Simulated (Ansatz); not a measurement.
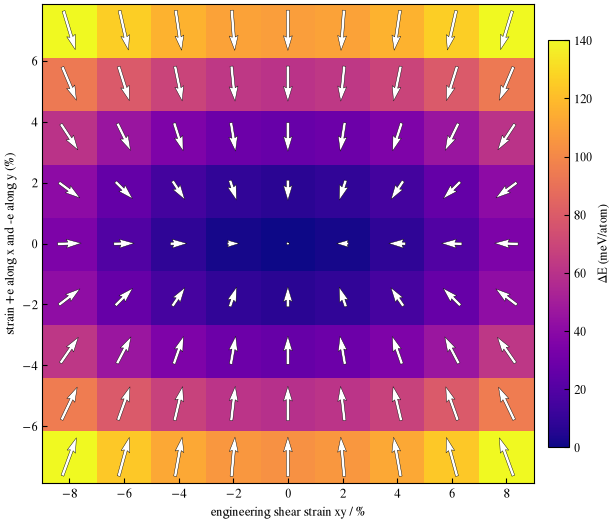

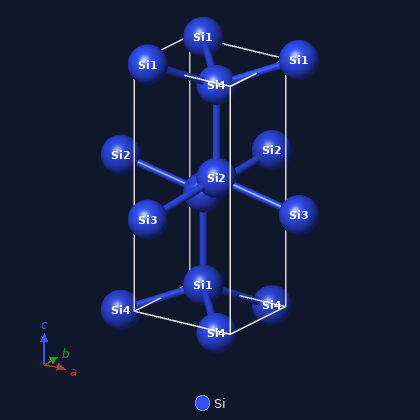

Energy landscape of Si (P6_3/mmc, No. 194; 4 atoms in the cell). The energy is mapped over two homogeneous strains (x along [1 0 0], y along [1 2 0], z along [0 0 1] of the conventional cell). The first coordinate is: engineering shear strain xy; the second: strain +e along x and -e along y. Nothing is relaxed (fractional coordinates fixed). The grid has 9 × 9 points; 45 points were computed and 36 follow by symmetry. Points are written as (first, second). All energies are given in meV/atom relative to the lowest grid point. The band gap closes in part of the range. Level of theory: DFT PBE, scalar-relativistic, plane waves, PAW in Ansatz 0.2.0. Settings: cutoff 420 eV, k-mesh 12×12×6 in the order of the run's cell vectors, gaussian smearing 0.05 eV, no spin polarisation.

In the figure: one coloured cell a grid point, arrows along the force (downhill), their lengths compressed. The second picture is the structure at the lowest point

### What does the map say about the system?

The lowest grid point is at (0 %, 0.00 %). It is the only kind of minimum in the scanned range. The highest grid point, (−8 %, 7.00 %), lies 140 meV/atom above the lowest. Round the minimum the two coordinates are nearly uncoupled.

Grid values (meV/atom):

```
second ↓, first →   −8   −6   −4   −2    0    2    4    6    8
             7.00  140  126  116  111  109  111  116  126  140
             5.25   93   79   69   63   61   63   69   79   93
             3.50   60   46   35   29   27   29   35   46   60
             1.75   41   26   15    9    7    9   15   26   41
             0.00   35   20    9    2    0    2    9   20   35
            −1.75   42   26   15    9    7    9   15   26   42
            −3.50   62   46   35   29   26   29   35   46   62
            −5.25   95   79   68   61   59   61   68   79   95
            −7.00  140  124  113  106  104  106  113  124  140
```

The input of one point:

```yaml
crystal:
  lattice:
    - [3.8510822046, 0.0, 0.0]
    - [-1.9255411023, 3.3351350212, 0.0]
    - [0.0, 0.0, 6.3646810974]
  atoms:
    - { symbol: Si, position: [0.3333333333, 0.6666666667, 0.0629320729] }
    - { symbol: Si, position: [0.6666666667, 0.3333333333, 0.5629320729] }
    - { symbol: Si, position: [0.3333333333, 0.6666666667, 0.4370679271] }
    - { symbol: Si, position: [0.6666666667, 0.3333333333, 0.9370679271] }
basis:
  ecutwfc: 420
kpoints:
  mp_grid: { grid: [12, 12, 6] }
hamiltonian:
  xc: pbe
  pseudopotentials: { kind: paw, azcp: { folder: soft_1 } }
scf:
  occupations: { method: gaussian, width: 0.05 }
output:
  forces: true
  stress: true
  eigenvalues: true
```

Each point was launched as `ansatz run input.yaml --threads 2 --pin off --max-ram 4096MiB --backend cpu --events-out ev --progress --plain --runs-dir out`. Time for the 45 points that were run: 11 min on 2 threads of Arm Neoverse N1, with other jobs on the host.
